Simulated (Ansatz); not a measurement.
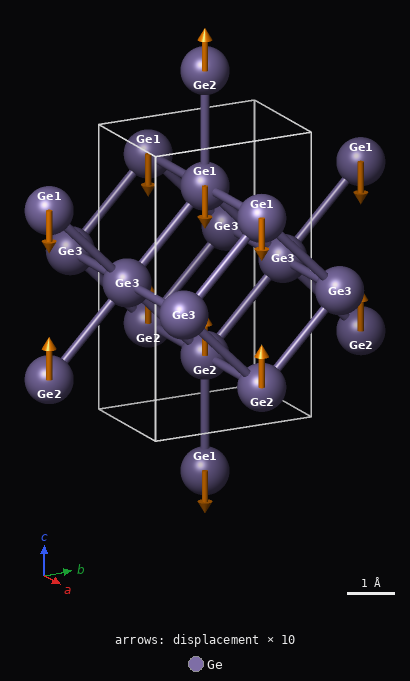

This is a relaxation of a crystal of Ge (a generated structure, set up in Pmmm). The starting structure is drawn; orange arrows show the displacements (the part carried along by the change of the cell is left out), magnified 10 times.

Style: ball-and-stick. Shown: the cell of the calculation, from a free direction.

All numbers below come from Ansatz, DFT PBE, scalar-relativistic, plane waves, PAW.

Input file:
```yaml
crystal:
  lattice:
    - [2.6386025231, 0.0, 0.0]
    - [0.0, 3.8122048612, 0.0]
    - [0.0, 0.0, 6.4550116111]
  atoms:
    - { symbol: Ge, position: [0.5, 0.5, 0.7969999458] }
    - { symbol: Ge, position: [0.5, 0.5, 0.2030000542] }
    - { symbol: Ge, position: [0.5, 0.0, 0.5] }
basis:
  ecutwfc: 420
kpoints:
  mp_grid: { grid: [18, 12, 8] }
hamiltonian:
  xc: pbe
scf:
  occupations: { method: gaussian, width: 0.1 }
output:
  forces: true
  stress: true
  eigenvalues: true
relax:
  adjacent_minimum: "off"
  f_tol: 0.01
  max_steps: 80
  cell: { stress_tol: 0.05 }
```

Run as
```bash
ansatz run input.yaml --threads 1 --pin off --max-ram 2560MiB --backend cpu --events-out ev --progress --plain --runs-dir out
```

Q: Describe the change and its energy.

A: The energy falls by 59.3 meV per cell of the calculation in 9 accepted moves (12 points after the start). The largest force component goes from 0.11 to 0.0015 eV/Å. Pressure: 0.09 GPa at the start and −0.03 GPa at the end. The line search rejected the trial step at point 6 of the run. The SCF was repeated twice at an unchanged geometry on a basis and grid sized afresh for the cell, which shifted the energy by 1.3 meV per cell of the calculation at most. The largest moves relative to the cell, 0.097 Å, are those of Ge1 and Ge2. Ge1 goes along −c. Cell: a 2.639 → 2.734 Å (+3.6 %), b 3.812 → 4.121 Å (+8.1 %), c 6.455 → 5.919 Å (−8.3 %). Volume +2.7 %. Among the contacts that change: Ge1–Ge1 2.639 → 2.734 Å, Ge1–Ge3 2.703 → 2.647 Å, Ge1–Ge2 2.621 → 2.598 Å. Bond angles that change, for instance: Ge3–Ge1–Ge3 89.7° → 102.3°, Ge1–Ge3–Ge2 90.3° → 77.7°, Ge2–Ge1–Ge3 135.2° → 128.9°. The space group stays Pmmm (No. 47). Cost: 5.3 min on 1 thread of Arm Neoverse V2 (shared host), peak memory 0.68 GiB.
